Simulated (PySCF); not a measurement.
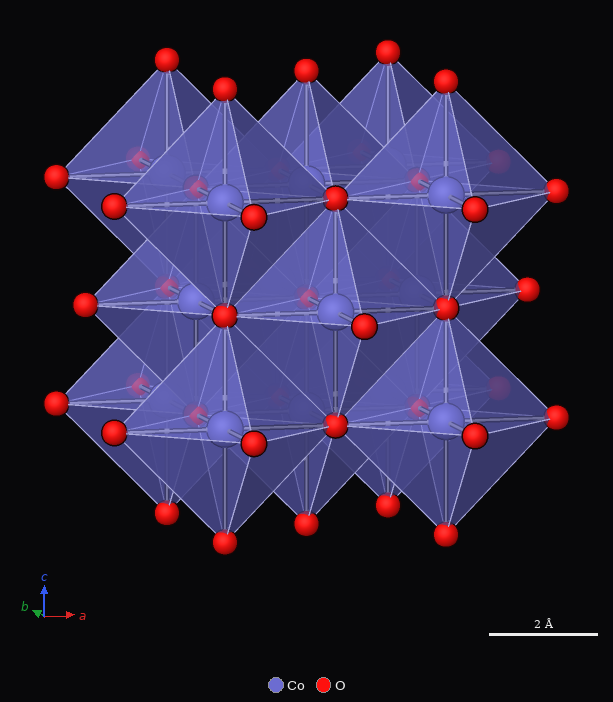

Fig. 1: The input geometry (polyhedral view of the cell 4 times as large as that of the calculation, set on its symmetry axes, seen slightly off an axis; polyhedra are completed across the faces of the cell). An atom can appear more than once, as a periodic image.

# Charges calculation of CoO

The run: charges calculation of CoO (Fm-3m, 2 atoms in the cell). Method and program: Kohn-Sham DFT of a periodic cell in Gaussian orbitals, PBEsol, DZVP-MOLOPT-SR/GTH-PBE (PySCF 2.14.0).

The structure derives from an entry of the Crystallography Open Database. The run did not end well. It belongs to a series of runs on one base structure; here: functional = PBEsol.

Input file
```python
import json
import numpy as np
from pyscf.pbc import gto, scf, dft, df

cell = gto.Cell()
cell.a = '''
  0.0000000000    2.1315000000    2.1315000000
  2.1315000000    0.0000000000    2.1315000000
  2.1315000000    2.1315000000    0.0000000000'''
cell.atom = '''
Co   0.0000000000    0.0000000000    0.0000000000
O    2.1315000000    2.1315000000    2.1315000000'''
cell.unit = 'A'
cell.basis = {'Co': 'DZVP-MOLOPT-SR-GTH-q17', 'O': 'DZVP-MOLOPT-SR-GTH-q6'}
cell.pseudo = {'Co': 'GTH-PBE-q17', 'O': 'GTH-PBE-q6'}
cell.ke_cutoff = 311  # hartree
cell.exp_to_discard = 0.02
cell.precision = 1e-08
cell.space_group_symmetry = True
cell.symmorphic = False
cell.max_memory = 5880  # MB
cell.verbose = 4
cell.build()

res = {}
kpts = cell.make_kpts([2, 2, 2], space_group_symmetry=True, time_reversal_symmetry=False)
cell.space_group_symmetry = False  # the mesh holds the operations; no search on the supercells of the integral code
mf = dft.KUKS(cell, kpts, xc='pbesol')
mf = mf.multigrid_numint()
mf = mf.smearing(sigma=0.00183747, method='fermi')  # hartree
mf.conv_tol = 1e-07
mf.max_cycle = 60
mf.damp = 0.85
mf.diis_start_cycle = 12

# start: the atomic guess with the open shell of each site polarised
moments = [2.0, 0.0]
shells = ['d', 'p']
dm = mf.get_init_guess()
dm = dm[0] + dm[1]
pop = np.einsum('kij,kji->i', dm, mf.get_ovlp()).real / len(dm)
p = np.zeros(cell.nao)
for i in range(cell.natm):
    idx = [j for j, l in enumerate(cell.ao_labels(fmt=None)) if l[0] == i and l[2][-1] == shells[i]]
    p[idx] = np.clip(moments[i] / max(pop[idx].sum(), 0.1), -1, 1)
w = (p[:, None] + p) / 2
dm0 = np.array([dm * (1 + w) / 2, dm * (1 - w) / 2])

# first stage: moment held at 3 a cell, wide smearing
sigma, tol, cycles = mf.sigma, mf.conv_tol, mf.max_cycle
mf.nelec = (13 * 8, 10 * 8)
mf.fix_spin, mf.sigma, mf.conv_tol, mf.max_cycle = True, 0.01, 1e-4, 20
mf.kernel(dm0)
dm0 = mf.make_rdm1()
mf.fix_spin, mf.sigma, mf.conv_tol, mf.max_cycle = False, sigma, tol, cycles

mf.kernel(dm0)
res.update(converged=bool(mf.converged), e_tot=mf.e_tot, nelec=cell.nelectron, nao=cell.nao, mesh=list(map(int, cell.mesh)), a=cell.lattice_vectors().tolist(), coords=cell.atom_coords().tolist(),
           mo_energy=[[x.tolist() for x in s] for s in mf.mo_energy], mo_occ=[[x.tolist() for x in s] for s in mf.mo_occ])
res.update(e_free=mf.e_free, e_zero=mf.e_zero)
res.update(kpts=kpts.kpts_scaled_ibz.tolist(), weights=kpts.weights_ibz.tolist())
res['parts'] = {k: float(np.real(v)) for k, v in mf.scf_summary.items() if np.isscalar(v)}
json.dump(res, open('results.json', 'w'))
if not mf.converged:
    raise SystemExit('SCF not converged')

print('levels (eV)')
for i, kp in enumerate(res['kpts'][:40]):
    for s in (0, 1):
        print('k %7.4f %7.4f %7.4f %s ' % (*kp, 'ud'[s]), ' '.join('%.3f' % (x * 27.211386) for x in res['mo_energy'][s][i][:20]))

mf = mf.to_khf()  # unfold to the whole mesh
kpts = mf.kpts
# Mulliken populations
dm, s = np.asarray(mf.make_rdm1()), np.asarray(mf.get_ovlp())
sites = cell.aoslice_by_atom()[:, 2:]
pop = np.einsum('skij,kji->si', dm, s).real / len(kpts)
res['moments'] = [(pop[0] - pop[1])[a0:a1].sum() for a0, a1 in sites]
tot = pop[0] + pop[1]
res['mulliken'] = [cell.atom_charge(i) - tot[a0:a1].sum() for i, (a0, a1) in enumerate(sites)]
print('Mulliken charges', np.round(res['mulliken'], 5))
print('Mulliken moments', np.round(res['moments'], 5))
res['meta_lowdin'] = mf.mulliken_meta()[1].tolist()
res['done'] = True
json.dump(res, open('results.json', 'w'))
```

Machine: 4 threads of Intel Xeon @ 2.50GHz (Skylake/Cascade Lake), 16 GiB of memory available, shared host.

Launch command:
```bash
OMP_NUM_THREADS=4 python -u run.py > log
```

Log
```
UserWarning: Electron number 23 and spin 0 are not consistent in cell

  warnings.warn('Electron number %d and spin %d are not consistent '
Discarded 0 diffused primitive functions, 0 contracted functions

PySCF version 2.14.0

[INPUT] verbose = 4
[INPUT] num. atoms = 2
[INPUT] num. electrons = 23
[INPUT] charge = 0
[INPUT] spin (= nelec alpha-beta = 2S) = 0
[INPUT] symmetry False subgroup None
[INPUT] Mole.unit = A
[INPUT] Symbol           X                Y                Z      unit          X                Y                Z       unit  Magmom
[INPUT]  1 Co     0.000000000000   0.000000000000   0.000000000000 AA    0.000000000000   0.000000000000   0.000000000000 Bohr   0.0
[INPUT]  2 O      2.131500000000   2.131500000000   2.131500000000 AA    4.027951234510   4.027951234510   4.027951234510 Bohr   0.0

nuclear repulsion = -106.281430862705
number of shells = 7
number of NR pGTOs = 141
number of NR cGTOs = 39
basis = {'Co': 'DZVP-MOLOPT-SR-GTH-q17', 'O': 'DZVP-MOLOPT-SR-GTH-q6'}
ecp = {}
lattice vectors  a1 [0.000000000, 4.027951235, 4.027951235]
                 a2 [4.027951235, 0.000000000, 4.027951235]
                 a3 [4.027951235, 4.027951235, 0.000000000]
dimension = 3
low_dim_ft_type = None
Cell volume = 130.702
exp_to_discard = 0.02
rcut = 26.38264893866202 (nimgs = [6 6 6])
precision = 1e-08
pseudo = {'Co': 'GTH-PBE-q17', 'O': 'GTH-PBE-q6'}
ke_cutoff = 311
    = [47 47 47] mesh (103823 PWs)
[Cell] Point group symbol:  m-3m
time reversal: False
k-points in IBZ                         weights
  0:  0.000000,  0.000000,  0.000000    1/8
  1:  0.500000,  0.500000,  0.000000    3/8
  2:  0.500000,  0.500000,  0.500000    4/8

******** <class 'pyscf.pbc.scf.smearing.SmearingKsymAdaptedKUKS'> ********
method = SmearingKsymAdaptedKUKS
initial guess = minao
damping factor = 0.85
level_shift factor = 0
DIIS = <class 'pyscf.scf.diis.CDIIS'>
diis_start_cycle = 12
diis_space = 8
diis_damp = 0
SCF conv_tol = 0.0001
SCF conv_tol_grad = None
SCF max_cycles = 20
direct_scf = True
direct_scf_tol = 1e-13

******** PBC SCF flags ********
N kpts (BZ) = 8
N kpts (IBZ) = 3
Exchange divergence treatment (exxdiv) = ewald
    madelung (= occupied orbital energy shift) = 0.28456539113680757
    Total energy shift due to Ewald probe charge = -1/2 * Nelec*madelung = -3.27250199807
DF object = <pyscf.pbc.df.fft.FFTDF object>
number of electrons per unit cell  alpha = 104 beta = 80
XC functionals = pbesol
small_rho_cutoff = 0
Uniform grid, mesh = [47 47 47]
Set gradient conv threshold to 0.01
nelec by numeric integration = [12.50455032 10.50069576]
init E= -160.62211423191
    sigma = 0.01  Optimized mu_alpha = 0.948969324259  entropy = 1.69116041761
    sigma = 0.01  Optimized mu_beta  = 0.829828937417  entropy = 1.69116041761
nelec by numeric integration = [13. 10.]
    Total E(T) = -154.219837539988  Free energy = -154.236749144164  E0 = -154.228293342076
cycle= 1 E= -154.219837539988  delta_E=  6.4  |g|=   12  |ddm|= 10.2
    sigma = 0.01  Optimized mu_alpha = 0.68403609111  entropy = 2.14926411825
    sigma = 0.01  Optimized mu_beta  = 0.660151346406  entropy = 2.14926411825
nelec by numeric integration = [13. 10.]
    Total E(T) = -160.742957085479  Free energy = -160.764449726661  E0 = -160.75370340607
cycle= 2 E= -160.742957085479  delta_E= -6.52  |g|= 2.98  |ddm|= 9.53
    sigma = 0.01  Optimized mu_alpha = 0.61276978734  entropy = 2.37549418456
    sigma = 0.01  Optimized mu_beta  = 0.576554302264  entropy = 2.37549418456
nelec by numeric integration = [13. 10.]
    Total E(T) = -161.10947692369  Free energy = -161.133231865536  E0 = -161.121354394613
cycle= 3 E= -161.10947692369  delta_E= -0.367  |g|= 1.12  |ddm|= 1.42
    sigma = 0.01  Optimized mu_alpha = 0.585347275695  entropy = 2.34962200814
    sigma = 0.01  Optimized mu_beta  = 0.540716472302  entropy = 2.34962200814
nelec by numeric integration = [13. 10.]
    Total E(T) = -161.169797557879  Free energy = -161.19329377796  E0 = -161.181545667919
cycle= 4 E= -161.169797557879  delta_E= -0.0603  |g|= 0.394  |ddm|= 0.966
    sigma = 0.01  Optimized mu_alpha = 0.572829307646  entropy = 2.35115288851
    sigma = 0.01  Optimized mu_beta  = 0.52652208596  entropy = 2.35115288851
nelec by numeric integration = [13. 10.]
    Total E(T) = -161.177272871269  Free energy = -161.200784400154  E0 = -161.189028635712
cycle= 5 E= -161.177272871269  delta_E= -0.00748  |g|= 0.192  |ddm|= 0.16
    sigma = 0.01  Optimized mu_alpha = 0.565332953335  entropy = 2.35339334773
    sigma = 0.01  Optimized mu_beta  = 0.519827512323  entropy = 2.35339334773
nelec by numeric integration = [13. 10.]
    Total E(T) = -161.179197074819  Free energy = -161.202731008296  E0 = -161.190964041558
cycle= 6 E= -161.179197074819  delta_E= -0.00192  |g|= 0.115  |ddm|= 0.116
    sigma = 0.01  Optimized mu_alpha = 0.560411742044  entropy = 2.35329983896
    sigma = 0.01  Optimized mu_beta  = 0.516438609435  entropy = 2.35329983896
nelec by numeric integration = [13. 10.]
    Total E(T) = -161.179936382734  Free energy = -161.203469381124  E0 = -161.191702881929
cycle= 7 E= -161.179936382734  delta_E= -0.000739  |g|= 0.079  |ddm|= 0.0887
    sigma = 0.01  Optimized mu_alpha = 0.556997875246  entropy = 2.35175484541
    sigma = 0.01  Optimized mu_beta  = 0.514625686622  entropy = 2.35175484541
nelec by numeric integration = [13. 10.]
    Total E(T) = -161.180305351711  Free energy = -161.203822900165  E0 = -161.192064125938
cycle= 8 E= -161.180305351711  delta_E= -0.000369  |g|= 0.0589  |ddm|= 0.068
    sigma = 0.01  Optimized mu_alpha = 0.554534316296  entropy = 2.34950751036
    sigma = 0.01  Optimized mu_beta  = 0.513625579147  entropy = 2.34950751036
nelec by numeric integration = [13. 10.]
    Total E(T) = -161.180524482791  Free energy = -161.204019557894  E0 = -161.192272020342
cycle= 9 E= -161.180524482791  delta_E= -0.000219  |g|= 0.0468  |ddm|= 0.0529
    sigma = 0.01  Optimized mu_alpha = 0.552699255578  entropy = 2.34699143706
    sigma = 0.01  Optimized mu_beta  = 0.513073259596  entropy = 2.34699143706
nelec by numeric integration = [13. 10.]
    Total E(T) = -161.18067252707  Free energy = -161.20414244144  E0 = -161.192407484255
cycle= 10 E= -161.18067252707  delta_E= -0.000148  |g|= 0.0387  |ddm|= 0.0421
    sigma = 0.01  Optimized mu_alpha = 0.551294991598  entropy = 2.34443727598
    sigma = 0.01  Optimized mu_beta  = 0.512778934248  entropy = 2.34443727598
nelec by numeric integration = [13. 10.]
    Total E(T) = -161.180782024947  Free energy = -161.204226397707  E0 = -161.192504211327
cycle= 11 E= -161.180782024947  delta_E= -0.000109  |g|= 0.033  |ddm|= 0.0343
```

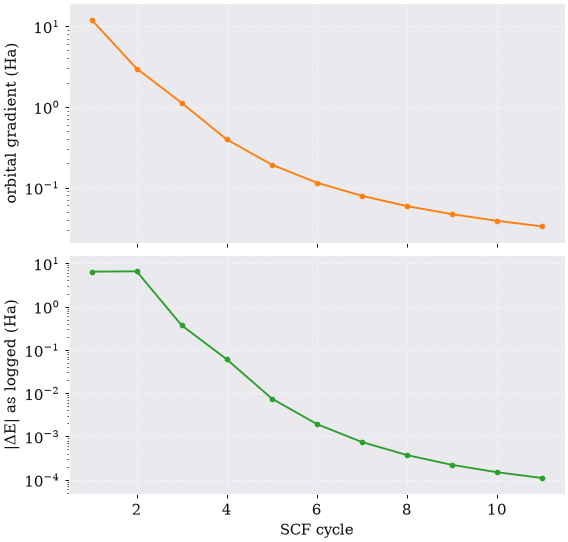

Fig. 2: Convergence of the self-consistent field: orbital gradient and size of the energy change against the SCF cycle. The run ended after 11 cycles.

```
    sigma = 0.01  Optimized mu_alpha = 0.544089450143  entropy = 2.32365053748
    sigma = 0.01  Optimized mu_beta  = 0.511818422823  entropy = 2.32365053748
```

What the run reported

```csv
quantity,value
outcome,stopped at the time limit
space group (tolerance 0.01 Å),Fm-3m (225)
wall time,18 min (CPU time 73 min)
peak memory,0.67 GiB
```

The run was cut off by its time limit, so the output is incomplete. Points of doubt noted for this run: coarse mesh.
